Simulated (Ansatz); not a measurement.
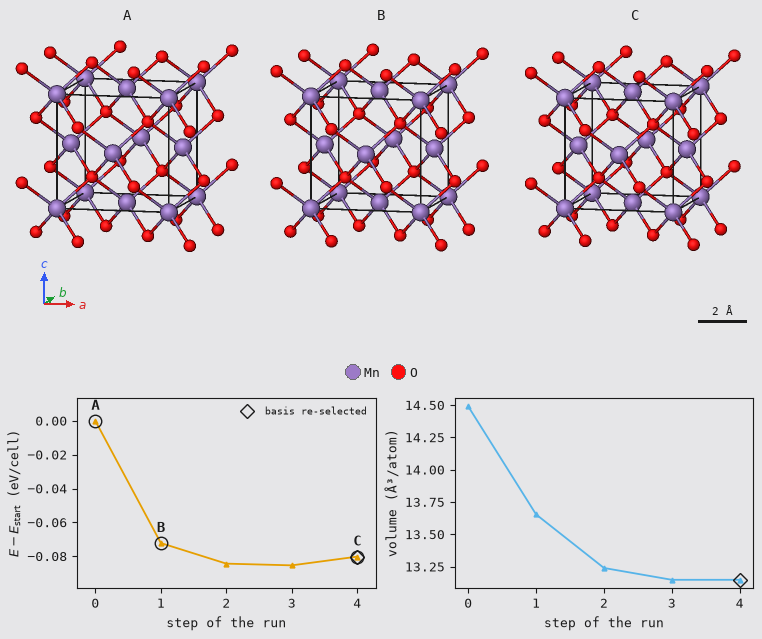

Frames of a relaxation of solid MnO (a generated structure, set up in F-43m) (coarse preliminary run), marked on the history of the run. The picture is a ball-and-stick view of the conventional cell (4 times the calculation's cell), seen slightly off an axis. Lengths and directions refer to the drawn axes.

Case: S → O on all its sites, cell and atoms relaxed.

Theory: DFT PBEsol, scalar-relativistic, plane waves, PAW (Ansatz).

The input:
```yaml
crystal:
  lattice:
    - [0.0, 2.4379458194, 2.4379458194]
    - [2.4379458194, 0.0, 2.4379458194]
    - [2.4379458194, 2.4379458194, 0.0]
  atoms:
    - { symbol: Mn, position: [0.0, 0.0, 0.0], spin: 4.42 }
    - { symbol: O, position: [0.75, 0.75, 0.75], spin: 0.22 }
basis:
  ecutwfc: 420
kpoints:
  mp_grid: { grid: [8, 8, 8] }
hamiltonian:
  xc: pbesol
scf:
  occupations: { method: gaussian, width: 0.1 }
output:
  forces: true
  stress: true
  eigenvalues: true
  populations: true
magnetization:
  spin_polarized: true
relax:
  adjacent_minimum: "off"
  f_tol: 0.05
  max_steps: 60
  cell: { stress_tol: 0.5 }
```

Command:
```bash
ansatz run input.yaml --threads 1 --pin off --max-ram 2560MiB --backend cpu --events-out ev --progress --plain --runs-dir out
```

What happens along the run?

The energy falls by 80.2 meV per cell of the calculation in 3 accepted moves (4 points after the start). All forces vanish by symmetry, so only the cell relaxes. Pressure: −9.33 GPa at the start and −0.45 GPa at the end. The SCF was repeated once at an unchanged geometry on a basis and grid sized afresh for the cell, which shifted the energy by 5.2 meV per cell of the calculation at most. The atoms keep their places relative to the cell (all moves are under 0.005 Å). The volume changes by −9.3 %, with a = b = c 4.876 → 4.721 Å (−3.2 %). Near-neighbour distances that change, for instance: Mn1–O2 2.111 → 2.044 Å. The space group stays F-43m (No. 216). The run took 17 s on 1 thread of Arm Neoverse V1 (shared host), peak memory 0.31 GiB. From step 0 to 1: volume −5.8 %, energy −72.2 meV per cell of the calculation. From step 1 to 4: volume −3.7 %, energy −8.0 meV per cell of the calculation.

```tsv
step	E − E(0), meV/atom	pressure, GPa	volume, Å³/atom	note
0	0.00	-9.33	14.490	
1	-36.09	-3.28	13.655	
2	-42.17	-0.61	13.240	
3	-42.68	-0.12	13.149	
4	-40.10	-0.45	13.149	same geometry, new basis
```
